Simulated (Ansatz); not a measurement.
```yaml
crystal:
  lattice:
    - [2.77043, 2.77043, 0.00000]
    - [-2.82640, 2.82640, 0.00000]
    - [0.00000, 0.00000, 5.59682]
  atoms:
    - { symbol: Pt, position: [0.50000, 0.50000, 0.00000] }
    - { symbol: Pt, position: [0.00000, 0.00000, 0.50000] }
    - { symbol: Se, position: [0.00000, 0.00000, 0.00000] }
    - { symbol: Se, position: [0.50000, 0.50000, 0.50000] }
```

Space group Immm; a generated structure, not necessarily the stable one; built by placing these elements on a known structure type; computed pressure about −15 GPa in this cell.

Computed with Ansatz 0.2.0, Kohn-Sham DFT of a periodic cell, PBE, Ansatz PAW.

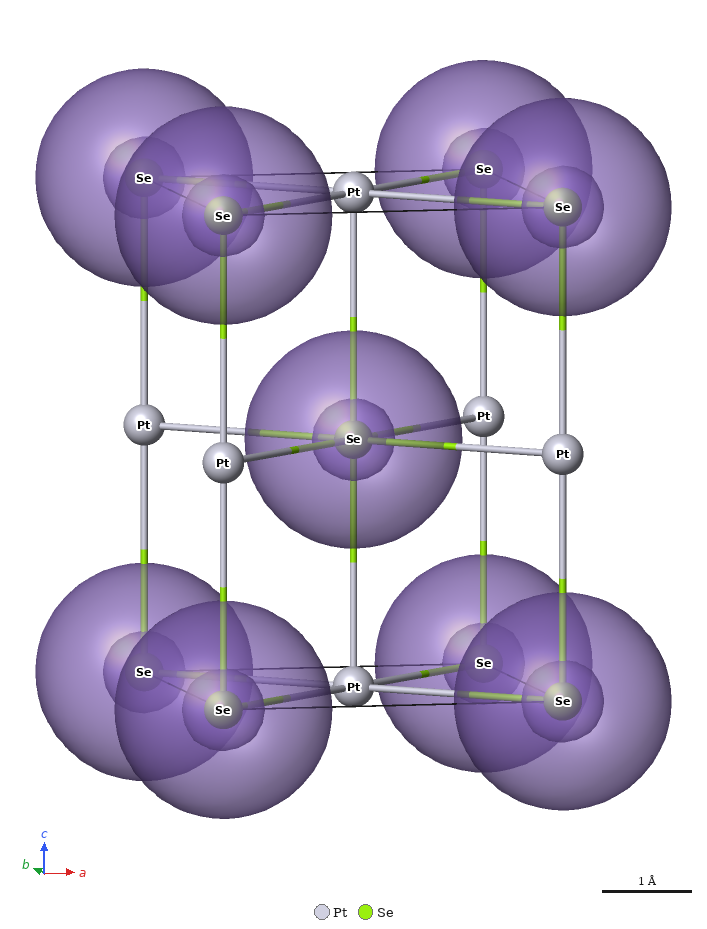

PtSe. Isosurface of the ELF at 0.55 (purple), seen slightly off an axis. Core shells and regions of very low density are left out. Sticks mark near contacts.

Core electrons are frozen (PAW), and the valence fields are smoothed inside the atomic spheres.

### Describe the localisation domains.

The ELF exceeds this value in two regions wrapped around Se (the valence shell of each), counted in one cell of 4 atoms. Any copies at cell faces, edges or corners count once. Along the contacts the grid gives the following. Pt–Se (2.80 Å): the ELF is about 0.35 at the midpoint and 0.20 at its lowest between the atoms.

### Does the calculation give a band gap?

It is metallic or semimetallic at this level of theory: no gap opens; semilocal functionals without U, or without the true magnetic order, often close the gap of such compounds.
